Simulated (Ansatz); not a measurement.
**How the conductance of ZrC/GaN/ZrC changes with thickness**

Wanted: T(E), the conductance and its decay constant for ZrC/GaN/ZrC. Both electrodes are ZrC rock salt(001); the barrier is GaN zinc blende(001) (Ga and Ga faces). In the first transport cell, after relaxation, the nearest pair of electrode and barrier is C–Ga at 2.93 Å, at a slant, at the lower face and C–Ga at 2.44 Å, at a slant, at the upper one. All share a net of side 3.33 Å, which strains the lower electrode by +0.0 % and the barrier by +3.5 %, against typed lattice constants near PBE's. The first steps treat the bulk electrodes alone.

Main program and level: Ansatz 0.2.0; PBE DFT, plane waves, PAW files, in the first sound run; inputs show where later runs differ.

## (1) The starting structure

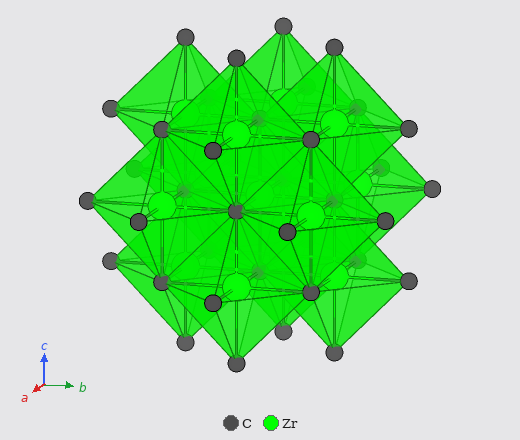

The cell as given, slightly off an axis (carbon dark grey, zirconium green). This picture shows the conventional cell, with its axes. Some periodic images of atoms are drawn too.

## (2) Layer spacing of the electrode

The electrode is held to the junction's net and relaxed along the normal; its spacing is used for the ideal lead layers.

input.yaml reads:

```yaml
crystal:
  lattice:
    - [3.33, 0.0, 0.0]
    - [0.0, 3.33, 0.0]
    - [0.0, 0.0, 4.7104681861]
  atoms:
    - { symbol: C, position: [0.0, 0.0, 0.0] }
    - { symbol: Zr, position: [0.5, 0.5, 0.0] }
    - { symbol: C, position: [0.5, 0.5, 0.5] }
    - { symbol: Zr, position: [0.0, 0.0, 0.5] }
kpoints:
  mp_grid: { grid: [10, 10, 7] }
scf:
  occupations: { method: fermi_dirac, width: 0.1 }
  max_iter: 150
hamiltonian:
  xc: pbe
relax:
  f_tol: 0.01
  max_steps: 40
  cell: { fix: [a, b, angles] }
```

Started as:

```
$ ansatz run input.yaml --threads 4 --pin off --max-ram 10240MiB --backend cpu --events-out ev --progress --plain --runs-dir out
```

Numbers of over 12 decimals in the logs are rounded to 6 here.

Log:

```text
Engine: ansatz 0.2.0, aarch64-unknown-linux-gnu
Pseudopotentials: kind: paw
Pseudopotential: C, paw, valence charge 4, recommended cutoff 420 eV (normal), C.paw.azcp
Pseudopotential: Zr, paw, valence charge 12, recommended cutoff 420 eV (normal), Zr.paw.azcp
Functional definition: PBE
  parameter kappa = 0.804
  parameter beta = 0.066725
  exchange = pbe_x(kappa = kappa, mu = beta*pi^2/3)
  correlation = pbe_c(beta = beta)
Crystal: 4 atoms, lattice volume = 52.234 Å³
Basis set: ecut = 420 eV, 1023 PW (Γ), exchange–correlation on 48×48×64 points (8 copies of the dense FFT grid, shifted against one another)
Bands: 20, of which v1, the nominal top of the filled ones, is band 16 counted from 1 (15 counted from 0)
Symmetry: 32 space group operations
Space group: I4/mmm (ITA 139), of the structure as read, at distance tolerance 3.7e-5 Å
k-points: 84 of 700
Non-local potential: C, projectors of the file, l = 0: 2, l = 1: 2, l = 2: 1
Non-local potential: Zr, projectors of the file, l = 0: 3, l = 1: 2, l = 2: 2, l = 3: 2
PAW form: soft (Blöchl's): semilocal exchange-correlation on the pseudo side does not see the compensation charge
PAW one-centre angular grid: C, 110 points (default); XC on 64 Gauss nodes
PAW one-centre angular grid: Zr, 590 points (default); XC on 64 Gauss nodes
Initial density: superposition of atomic densities (neutral atoms: chi_scale 0, normalization atom), corrected by the library's trained network
Initial wavefunctions: pseudopotential atomic-orbital guess
Functional: x = pbe(κ = 0.804, μ = 0.219515), c = pbe(β = 0.066725)
SCF iter   1: F=—  HF=-8873.003379 eV  |F-HF|=—  |Δ(HF+E_count)|=         —  Δρ=1.43e-3  dr2=1.02e-3  ethr=1.77e-3  ⟨swp⟩=4.4  Hψ=6618  notcnv=0
preconditioner: auto → Kerker (q_TF=auto, 2.514 Å⁻¹)  [metal: Δε(μ)=0.077 eV  Ē_g=16.601 eV  σ=0.100 eV  W_gap=0.19  n_scr=14 (ndim 8)  ℏωp=27.2 eV  f_vac=0.000  D(μ)=0.54/eV (n_scr^D=2)]
SCF iter   2: F=—  HF=-8873.002311 eV  |F-HF|=—  |Δ(HF+E_count)|=   1.07e-3  Δρ=5.61e-4  dr2=4.50e-5  ethr=3.20e-6  ⟨swp⟩=2.0  Hψ=3610  notcnv=0
SCF iter   3: F=—  HF=-8873.002384 eV  |F-HF|=—  |Δ(HF+E_count)|=   7.31e-5  Δρ=2.94e-4  dr2=1.31e-5  ethr=1.41e-7  ⟨swp⟩=1.1  Hψ=1690  notcnv=0
SCF iter   4: F=—  HF=-8873.002398 eV  |F-HF|=—  |Δ(HF+E_count)|=   1.42e-5  Δρ=2.04e-5  dr2=1.25e-7  ethr=4.10e-8  ⟨swp⟩=2.1  Hψ=2409  notcnv=0
iter 5 did not close the SCF: its close was put off for the readings that it lacked (scf_convergence_deferred on its scf_iter line)
SCF iter   5: F=-8873.002398 eV  HF=-8873.002398 eV  |F-HF|=1.68e-9  |Δ(HF+E_count)|=   9.14e-8  Δρ=4.60e-6  dr2=8.50e-9  ethr=3.90e-10  ⟨swp⟩=2.7  Hψ=2836  notcnv=0
SCF iter   6: F=-8873.002398 eV  HF=-8873.002398 eV  |F-HF|=8.73e-11  |Δ(HF+E_count)|=  7.68e-10  Δρ=1.36e-6  dr2=4.59e-10  ethr=2.66e-11  ⟨swp⟩=2.0  Hψ=4983  notcnv=0
SCF 1 converged in 6 iterations: F = -8873.002398 eV  dr2 = 4.59e-10
  greatest PAW one-centre occupation: 0.996 electrons in one spin orbital (limit 2), on the Zr atom at site 3 (counted from 0), in its partial waves of l = 0
relax step   1: F+E_penalty+E_count = -8873.00239839 eV  Δ(F+E_penalty+E_count) = +0.000e0 eV  max|allowed force component| = 8.117e-30 eV/Å  Δτ_max = 0.0000 Å  P = -0.136 GPa  Ω = 52.234 Å³  fix = [a, b, alpha, beta, gamma]  reactions: a -0.037, b -0.037 GPa  (6 SCF iters, dr2 threshold 1.00e-7 eV, accepted)
Crystal: 4 atoms, lattice volume = 52.183 Å³
Initial density: handed on by an earlier stage of this run
Initial wavefunctions: those handed on with the density
iter 1 solved again at ethr=8.58e-8 eV; its pass at ethr=3.10e-3 eV (dr2=2.75e-5 eV) is discarded
SCF iter   1: F=—  HF=-8873.002481 eV  |F-HF|=—  |Δ(HF+E_count)|=         —  Δρ=2.20e-4  dr2=2.82e-5  ethr=8.58e-8  ⟨swp⟩=2.0  Hψ=9617  notcnv=0
preconditioner: auto → Kerker (q_TF=auto, 2.515 Å⁻¹)  [metal: Δε(μ)=0.080 eV  Ē_g=16.603 eV  σ=0.100 eV  W_gap=0.20  n_scr=14 (ndim 8)  ℏωp=27.2 eV  f_vac=0.000  D(μ)=0.54/eV (n_scr^D=2)]
SCF iter   2: F=—  HF=-8873.002498 eV  |F-HF|=—  |Δ(HF+E_count)|=   1.71e-5  Δρ=9.98e-5  dr2=5.42e-6  ethr=8.58e-8  ⟨swp⟩=2.0  Hψ=2287  notcnv=0
SCF iter   3: F=—  HF=-8873.002496 eV  |F-HF|=—  |Δ(HF+E_count)|=   1.82e-6  Δρ=3.50e-5  dr2=7.70e-7  ethr=1.69e-8  ⟨swp⟩=2.0  Hψ=2312  notcnv=0
SCF iter   4: F=-8873.002496 eV  HF=-8873.002496 eV  |F-HF|=2.14e-9  |Δ(HF+E_count)|=   2.57e-7  Δρ=7.21e-6  dr2=1.45e-8  ethr=8.63e-10  ⟨swp⟩=4.0  Hψ=5388  notcnv=0
SCF 2 converged in 4 iterations: F = -8873.002496 eV  dr2 = 1.45e-8
relax step   2: F+E_penalty+E_count = -8873.00249565 eV  Δ(F+E_penalty+E_count) = -9.726e-5 eV  max|allowed force component| = 3.846e-30 eV/Å  Δτ_max = 0.0000 Å  P = +0.083 GPa  Ω = 52.183 Å³  energy of the carried Pulay correction = +6.354e-5 eV  fix = [a, b, alpha, beta, gamma]  reactions: a +0.064, b +0.064 GPa  (4 SCF iters, dr2 threshold 2.76e-7 eV, accepted)
Crystal: 4 atoms, lattice volume = 52.196 Å³
iter 1 solved again at ethr=6.07e-9 eV; its pass at ethr=3.10e-3 eV (dr2=1.94e-6 eV) is discarded
SCF iter   1: F=—  HF=-8873.002460 eV  |F-HF|=—  |Δ(HF+E_count)|=         —  Δρ=6.12e-5  dr2=1.99e-6  ethr=6.07e-9  ⟨swp⟩=2.0  Hψ=9619  notcnv=0
preconditioner: auto → Kerker (q_TF=auto, 2.515 Å⁻¹)  [metal: Δε(μ)=0.080 eV  Ē_g=16.602 eV  σ=0.100 eV  W_gap=0.20  n_scr=14 (ndim 8)  ℏωp=27.2 eV  f_vac=0.000  D(μ)=0.55/eV (n_scr^D=2)]
SCF iter   2: F=—  HF=-8873.002484 eV  |F-HF|=—  |Δ(HF+E_count)|=   2.36e-5  Δρ=2.65e-5  dr2=3.34e-7  ethr=6.07e-9  ⟨swp⟩=2.0  Hψ=2345  notcnv=0
SCF iter   3: F=—  HF=-8873.002484 eV  |F-HF|=—  |Δ(HF+E_count)|=   1.15e-7  Δρ=8.88e-6  dr2=4.59e-8  ethr=1.04e-9  ⟨swp⟩=2.0  Hψ=2314  notcnv=0
SCF iter   4: F=-8873.002484 eV  HF=-8873.002484 eV  |F-HF|=9.82e-11  |Δ(HF+E_count)|=   1.74e-8  Δρ=1.72e-6  dr2=8.38e-10  ethr=1.15e-10  ⟨swp⟩=4.0  Hψ=5311  notcnv=0
SCF 3 converged in 4 iterations: F = -8873.002484 eV  dr2 = 8.38e-10
relax step   3: F+E_penalty+E_count = -8873.00248383 eV  Δ(F+E_penalty+E_count) = +1.182e-5 eV  max|allowed force component| = 2.465e-30 eV/Å  Δτ_max = 0.0000 Å  P = +0.025 GPa  Ω = 52.196 Å³  energy of the carried Pulay correction = +4.654e-5 eV  fix = [a, b, alpha, beta, gamma]  reactions: a +0.037, b +0.037 GPa  (4 SCF iters, dr2 threshold 3.68e-8 eV, accepted)
Initial wavefunctions: pseudopotential atomic-orbital guess (no wavefunctions were taken with the density)
iter 1 solved again at ethr=8.31e-8 eV; its pass at ethr=3.10e-3 eV (dr2=2.66e-5 eV) is discarded
SCF iter   1: F=—  HF=-8873.002410 eV  |F-HF|=—  |Δ(HF+E_count)|=         —  Δρ=4.94e-6  dr2=3.60e-9  ethr=8.31e-8  ⟨swp⟩=3.1  Hψ=11451  notcnv=0
eigensolver tolerance schedule: the retry pair's looser diagonalisation over-reported the residual by 7374.73 of it (diagonalisation noise at 0.25 of the residual, at the tolerance the schedule requests for it); recorded, not acted on — ethr = c·dr2/N_el stays at c = 1.0e-1
SCF iter   2: F=—  HF=-8873.002434 eV  |F-HF|=—  |Δ(HF+E_count)|=   2.40e-5  Δρ=2.85e-6  dr2=8.23e-10  ethr=1.13e-11  ⟨swp⟩=3.0  Hψ=4148  notcnv=0
SCF iter   3: F=—  HF=-8873.002434 eV  |F-HF|=—  |Δ(HF+E_count)|=   1.24e-9  Δρ=1.52e-6  dr2=2.66e-10  ethr=2.57e-12  ⟨swp⟩=1.0  Hψ=1680  notcnv=0
SCF iter   4: F=-8873.002434 eV  HF=-8873.002434 eV  |F-HF|=1.82e-12  |Δ(HF+E_count)|=  4.66e-10  Δρ=1.35e-7  dr2=4.58e-12  ethr=1.00e-12  ⟨swp⟩=3.0  Hψ=6504  notcnv=0
SCF 4 converged in 4 iterations: F = -8873.002434 eV  dr2 = 4.58e-12
relax step   4: F+E_penalty+E_count = -8873.00243416 eV  Δ(F+E_penalty+E_count) = +4.966e-5 eV  max|allowed force component| = 1.553e-30 eV/Å  Δτ_max = 0.0000 Å  P = +0.023 GPa  Ω = 52.196 Å³  fix = [a, b, alpha, beta, gamma]  reactions: a +0.036, b +0.036 GPa  stress off target by 3.03e-3 GPa on what of the cell is left free  SCF on the basis re-selected at this cell (its energy is not comparable with the rows above)  (4 SCF iters)
basis re-selected at this cell: Δ(F+E_penalty+E_count) = +4.966e-5 eV, ΔP = -0.001 GPa vs the last step (what re-selecting the basis moved, of the pressure what is left beyond the Pulay correction that the steps carried, after the strain that the cell walked since its last selection, with what the two solves' SCF thresholds leave and, on support functions, any second-order correction that the steps lacked; it is no m [...]
SCF converged after 4 iterations
Free energy (F): -8873.002434 eV
Harris-Foulkes:  -8873.002434 eV  (|F-HF|=1.82e-12)
Internal energy: -8872.983460 eV  (E = F + TS)
E sigma→0 (E₀):  -8872.992947 eV
Entropy (-TS):   -0.018974 eV (-4.744 meV/atom)
Fermi energy:    14.793448 eV
--- Per-component energies (eV) ---
  E_band       = -100.432713
  E_kinetic    = 844.424991
  E_local      = -1194.865464  (includes V_loc(G=0)·N_el)
  E_nonlocal   = 208.771565
  E_hartree    = 358.666312
  E_xc         = -422.672934
  E_vxc        = -505.294873  (∫ρ·V_xc dr)
  E_paw        = -6103.974838  (= ΣΔE_a)
  E_vpaw       = -170.801626  (= ΣTr[D̂ρ^β])
  E_aug_tail   = 0.000068  (compensation charges beyond the density's cutoff)
  E_ewald      = -2563.333161
  E_smearing   = -0.018974  (= −TS)
  E_closure    = 0.000000  (closes the sum)
  Σ components = -8873.002434   (vs F -8873.002434, Δ=0.00e0)
--- Forces (eV/Å), atoms counted from 1 ---
  atom   1  C      0.00000000     0.00000000     0.00000000
  atom   2  Zr    -0.00000000     0.00000000     0.00000000
  atom   3  C      0.00000000     0.00000000     0.00000000
  atom   4  Zr     0.00000000    -0.00000000     0.00000000
  max |Σ_I F_I| component: 7.40e-31 eV/Å
--- Stress (GPa, compression-positive) ---
        0.036370       0.000000       0.000000
       -0.000000       0.036370       0.000000
        0.000000       0.000000      -0.003034
  P = ⅓ Tr σ = 0.0232 GPa (0.232 kbar)
--- Relaxed structure (3 steps of the walk, 3 accepted, 1 SCFs on fresh bases) ---
  F+E_penalty+E_count = -8873.00243416 eV   max|allowed force component| = 1.553e-30 eV/Å   (the final SCF, on the basis selected at the relaxed cell)
  cell:  # Å, volume = 52.1965 Å³
    - [3.33, 0, 0.0]
    - [0, 3.33, 0.0]
    - [0.0, 0.0, 4.707092]
  atoms:
    - { symbol: C, position: [0, 0, 0.0] }
    - { symbol: Zr, position: [0.5, 0.5, 0.0] }
    - { symbol: C, position: [0.5, 0.5, 0.5] }
    - { symbol: Zr, position: [0, 0, 0.5] }
```

It took 5.8 s on 4 threads of Arm Neoverse V1, shared host; peak memory 0.4 GiB; 16 s of CPU time.

Little changed from the start: no atom moved by 0.005 Å and no cell edge by 0.1 %.

This step gave:

| Item | Value |
| --- | --- |
| free energy | -8873.0024 eV |
| Fermi energy | 14.79 eV |
| pressure | 0.02324 GPa |

(Continued in part 2 of 6.)

[Logs are printed without paths, hosts, clocks, repeated set-up lines and the standing remarks that a program may print on its own settings, such as how far it seeks lower states.]

[Hosts, paths, dates, database ids (printed as entryN), source tags and the programs' standing remarks are cut or masked in the printed files.]
